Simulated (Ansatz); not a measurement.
BN (slab)

Input

```
crystal:
  lattice:
    - [2.5041946717, 0.0, 0.0]
    - [0.0, 3.7697979072, 0.0]
    - [0.0, 0.0, 25.6825143293]
  atoms:
    - { symbol: B, position: [0.5, 0.7803300831, 0.2920274823] }
    - { symbol: "N", position: [0.0, 0.7071638068, 0.3180456475] }
    - { symbol: B, position: [0.0, 0.5596973013, 0.3700128564] }
    - { symbol: "N", position: [0.5, 0.486531025, 0.3960310215] }
    - { symbol: B, position: [0.5, 0.3390645196, 0.4479982304] }
    - { symbol: "N", position: [0.0, 0.2658982433, 0.4740163956] }
    - { symbol: B, position: [0.0, 0.1184317378, 0.5259836044] }
    - { symbol: "N", position: [0.5, 0.0452654616, 0.5520017696] }
    - { symbol: B, position: [0.5, 0.8977989561, 0.6039689785] }
    - { symbol: "N", position: [0.0, 0.8246326798, 0.6299871436] }
    - { symbol: B, position: [0.0, 0.6771661743, 0.6819543525] }
    - { symbol: "N", position: [0.5, 0.6039998981, 0.7079725177] }
basis:
  ecutwfc: 420
kpoints:
  mp_grid: { grid: [11, 7, 1] }
hamiltonian:
  xc: pbesol
scf:
  occupations: { method: gaussian, width: 0.05 }
output:
  forces: true
  eigenvalues: true
  write_density: true
  write_potential: true
  elf: true
  volumetric_format: npy
relax:
  adjacent_minimum: "off"
  f_tol: 0.02
  max_steps: 60
efield:
  axis: 3
  dipole_correction: true
  ramp_width: 0.04
```

Command:

```sh
ansatz run input.yaml --threads 1 --pin off --max-ram 2560MiB --backend cpu --events-out ev --progress --plain --runs-dir out
```

The fields are those of the relaxed geometry.

Theory: DFT PBEsol, scalar-relativistic, plane waves, PAW in Ansatz 0.2.0.

**Predict the valence pseudo-density and electron localisation function between the atoms.**

B–N (1.46 Å): ρ at the midpoint is about 1.7 e/Å³; the ELF peaks at about 0.95 between the atoms.
B–N (1.48 Å): the density is about 1.7 e/Å³ at the midpoint; the ELF peaks at about 0.95 between the atoms.

**Does the calculation give a band gap?**

It is metallic or semimetallic at this level of theory: no gap opens.

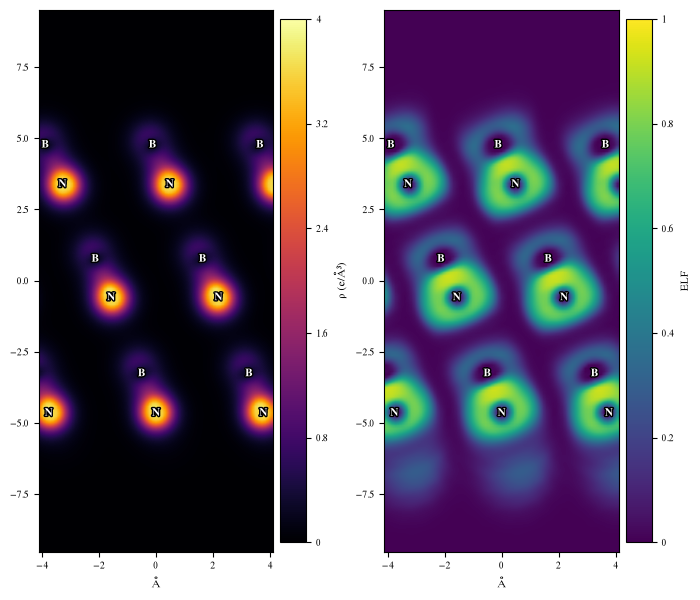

Computed valence pseudo-density and electron localisation function on the (100) plane of the calculation cell, a cut from vacuum to vacuum, in this order. 

Core electrons are frozen (PAW), and the valence fields are smoothed inside the atomic spheres.
